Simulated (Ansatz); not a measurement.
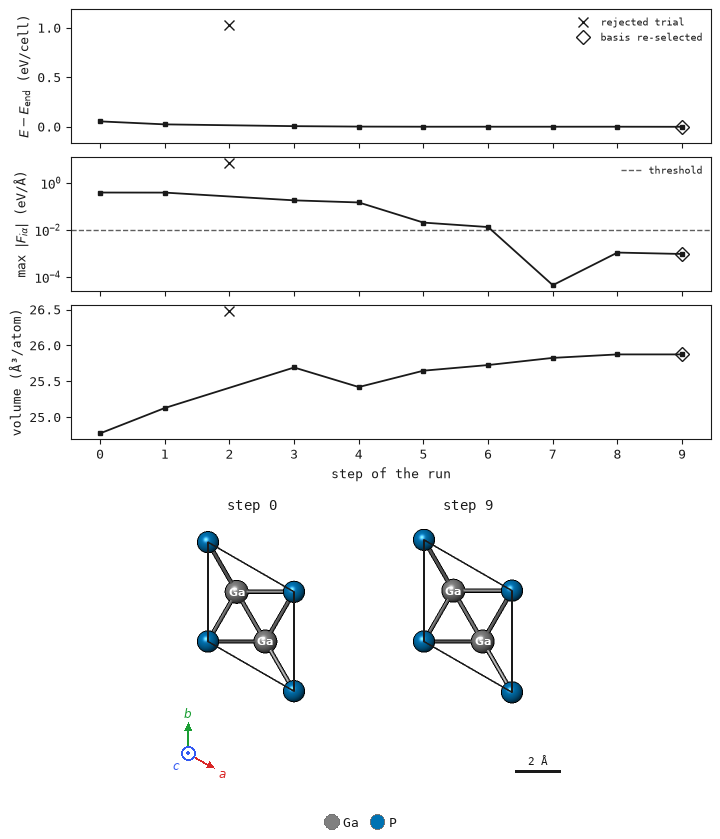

First and last geometry of a relaxation of solid GaP (a generated structure, set up in P6/mmm), with the history of the run. A ball-and-stick model of the cell of the calculation, seen along the c axis.

Level of theory: DFT PBE, scalar-relativistic, plane waves, PAW (Ansatz). Set-up: plane-wave cutoff 420 eV; k-point mesh 12 × 12 × 8; occupations gaussian; smearing width 0.1 eV; no spin polarisation; cell and atoms relaxed; force threshold 0.01 eV/Å; at most 80 steps.

Q: Did the run converge, and what did it change?

A: It converged. The largest moves relative to the cell, 0.039 Å, are those of P atoms. Ga stays in place. The volume changes by +4.4 %, with a = b 4.455 → 4.558 Å (+2.3 %), c 5.766 → 5.752 Å (−0.2 %). Among the contacts that change: P–P 2.275 → 2.192 Å, Ga–Ga 2.572 → 2.632 Å, Ga–P 2.812 → 2.851 Å. The space group stays P6/mmm (No. 191). Over 7 accepted moves (9 points after the start) the energy falls by 54.8 meV per cell of the calculation. The largest force component goes from 0.4 to 0.00097 eV/Å. The pressure goes from 0.50 to 0.01 GPa. The line search rejected the trial step at point 2 of the run. At 1 point the geometry stayed and the basis and grid were re-selected for the new cell (energy shift of 0.9 meV per cell of the calculation at most each time).

```
step  E − E(0), meV/atom  largest force component, eV/Å  pressure, GPa  volume, Å³/atom                      note
   0                0.00                         0.3962           0.50           24.776                          
   1               -7.54                         0.3937           0.23           25.129                          
   2              243.61                         7.0895           8.25           26.477                  rejected
   3              -12.05                         0.1844          -0.74           25.693                          
   4              -13.16                         0.1501          -0.18           25.421                          
   5              -13.48                         0.0209           0.05           25.649                          
   6              -13.49                         0.0135           0.03           25.728                          
   7              -13.49                         0.0000           0.00           25.827                          
   8              -13.48                         0.0011           0.00           25.876                          
   9              -13.70                         0.0010           0.01           25.876  same geometry, new basis
```
